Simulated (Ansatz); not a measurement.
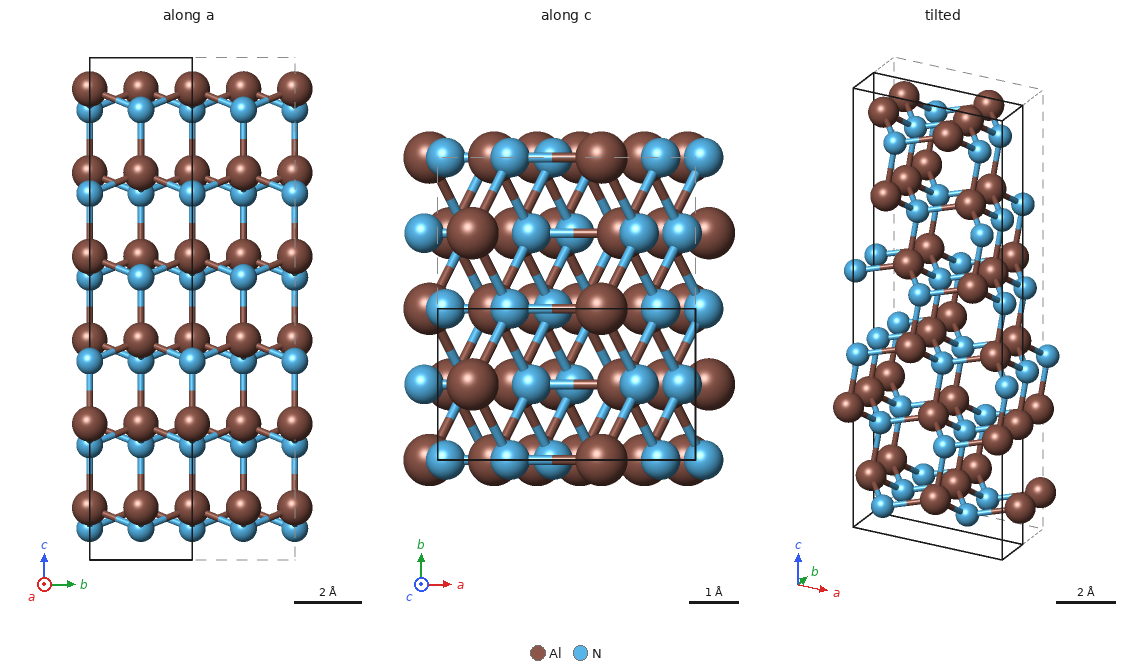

The crystal in a ball-and-stick representation, seen along the a axis, along the c axis and slightly off an axis. The conventional unit cell (solid box) is repeated to 1×2×1 cells.

Describe the arrangement of the atoms.

- The formula is AlN.
- Symmetry: Cm (No. 8), base-centred monoclinic lattice.
- Atoms per cell: 24 (12 Al, 12 N).
- The numbers of neighbours within bonding distance are Al 3 to 4 (mean 3.8) and N 3 to 4 (mean 3.8).

Origin of the cell: a structure listed in the Materials Project. The cell was then strained or its atoms displaced on purpose. It went into a calculation with Ansatz.

At this level of theory the run's own cell isn't at rest (forces up to 1.0 eV/Å), so its distances can differ from those at equilibrium, the more so the softer the solid.
